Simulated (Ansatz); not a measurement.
Al

```
Al
1.0
     3.18874    0.00000    0.00000
     0.00000    3.18874   -3.18874
     0.00000    8.49879    8.49879
Al
8
Direct
  0.50000 0.25000 0.78140
  0.00000 0.75000 0.78140
  0.50000 0.75000 0.21860
  0.00000 0.25000 0.21860
  0.50000 0.25000 0.40620
  0.00000 0.75000 0.40620
  0.50000 0.75000 0.59380
  0.00000 0.25000 0.59380
```

Space group Cmme; a structure from a database of computed crystals, not necessarily the ambient phase.

Method: DFT r2SCAN, scalar-relativistic, plane waves, PAW (Ansatz).

The density is the valence pseudo-density of a PAW calculation; it isn't the true density close to the nuclei.

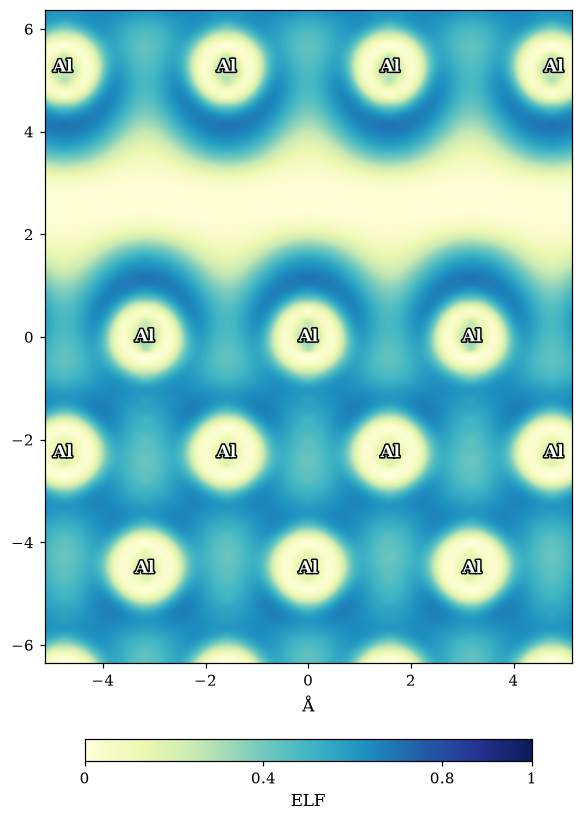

Figure 1. Electron localisation function on the (010) plane of the conventional cell.

> Read the bonding off the picture.

- The section cuts through Al sites.
- Al–Al (2.76 Å): the ELF peaks at about 0.65 between the atoms.

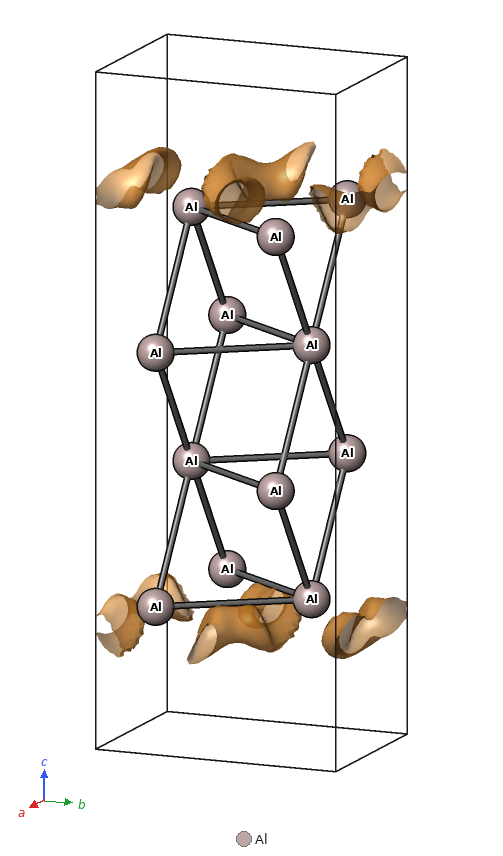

Figure 2. Isosurface of the ELF at 0.75 (orange), seen slightly off an axis. Core shells and regions of very low density are left out. Sticks mark near contacts.

> Where are the electrons localised?

At this value the surface marks out channels that run through the cell in one direction, counted in one cell of 8 atoms. Any copies at cell faces, edges or corners count once. There are no localised bonds or lone pairs at this value.

> Metal or insulator at this level of theory?

It is metallic or semimetallic at this level of theory: no gap opens.
